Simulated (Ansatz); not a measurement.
Input

```
crystal:
  lattice:
    - [-5.7459815093, -5.7459815093, 5.7459815093]
    - [5.7459815093, 5.7459815093, 5.7459815093]
    - [-5.7459815093, 5.7459815093, -5.7459815093]
  atoms:
    - { symbol: Ga, position: [0.25, 0.5, 0.25] }
    - { symbol: Ga, position: [0.5, 0.5, 0.0] }
    - { symbol: Ga, position: [0.25, 0.75, 0.0] }
    - { symbol: Ga, position: [0.75, 0.5, 0.75] }
    - { symbol: Ga, position: [0.5, 0.75, 0.75] }
    - { symbol: Ga, position: [0.25, 0.0, 0.75] }
    - { symbol: Ga, position: [0.0, 0.5, 0.5] }
    - { symbol: Ga, position: [0.75, 0.75, 0.5] }
    - { symbol: Ga, position: [0.5, 0.0, 0.5] }
    - { symbol: Ga, position: [0.25, 0.25, 0.5] }
    - { symbol: Ga, position: [0.0, 0.75, 0.25] }
    - { symbol: Ga, position: [0.75, 0.0, 0.25] }
    - { symbol: Ga, position: [0.5, 0.25, 0.25] }
    - { symbol: Ga, position: [0.0, 0.0, 0.0] }
    - { symbol: Ga, position: [0.75, 0.25, 0.0] }
    - { symbol: Ga, position: [0.0, 0.25, 0.75] }
    - { symbol: As, position: [0.0, 0.25, 0.0] }
    - { symbol: As, position: [0.25, 0.25, 0.75] }
    - { symbol: As, position: [0.0, 0.5, 0.75] }
    - { symbol: As, position: [0.5, 0.25, 0.5] }
    - { symbol: As, position: [0.25, 0.5, 0.5] }
    - { symbol: As, position: [0.0, 0.75, 0.5] }
    - { symbol: As, position: [0.75, 0.25, 0.25] }
    - { symbol: As, position: [0.5, 0.5, 0.25] }
    - { symbol: As, position: [0.25, 0.75, 0.25] }
    - { symbol: As, position: [0.0, 0.0, 0.25] }
    - { symbol: As, position: [0.75, 0.5, 0.0] }
    - { symbol: As, position: [0.5, 0.75, 0.0] }
    - { symbol: As, position: [0.25, 0.0, 0.0] }
    - { symbol: As, position: [0.75, 0.75, 0.75] }
    - { symbol: As, position: [0.5, 0.0, 0.75] }
    - { symbol: As, position: [0.75, 0.0, 0.5] }
basis:
  ecutwfc: 420
  xc_grid: 2
kpoints:
  mp_grid: { grid: [3, 3, 3], shift: [0.0, 0.0, 0.0] }
hamiltonian:
  xc: pbe
scf:
  occupations: { method: gaussian, width: 0.05 }
output:
  forces: true
  stress: true
  eigenvalues: true
  write_density: true
  write_potential: true
  elf: true
  volumetric_format: npy
```

Launched as:

```sh
ansatz run input.yaml --threads 8 --pin off --max-ram 16384MiB --backend cpu --events-out ev --progress --plain --runs-dir out
```

Space group F-43m; a structure from a database of computed crystals, not necessarily the ambient phase.

Level of theory: Ansatz, DFT PBE, scalar-relativistic, plane waves, PAW.

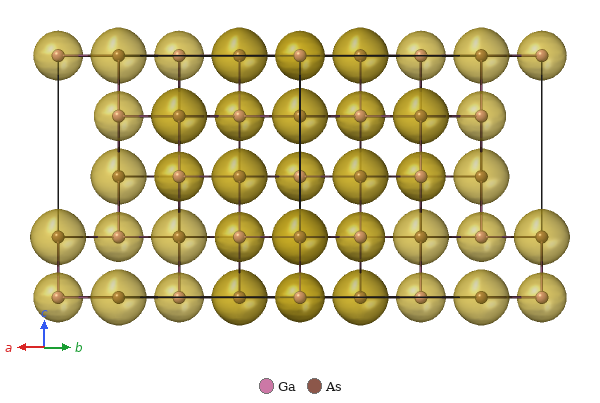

GaAs. Isosurface of the valence electron density at 0.6 e/Å³ (yellow), seen along [110]. Sticks mark near contacts.

In a PAW calculation such maps are meaningful between the atoms, not at the nuclei.

### What does this surface tell about the bonding?

At this value the density breaks into separate islands; it holds about 75 % of the electrons treated as valence (semicore included). It bridges none of the near contacts. It is pinched off along the shortest Ga–As (2.49 Å) contacts. On the grid the lowest density along these lines, outside the cores, is 0.44 e/Å³ (Ga–As, 2.49 Å).
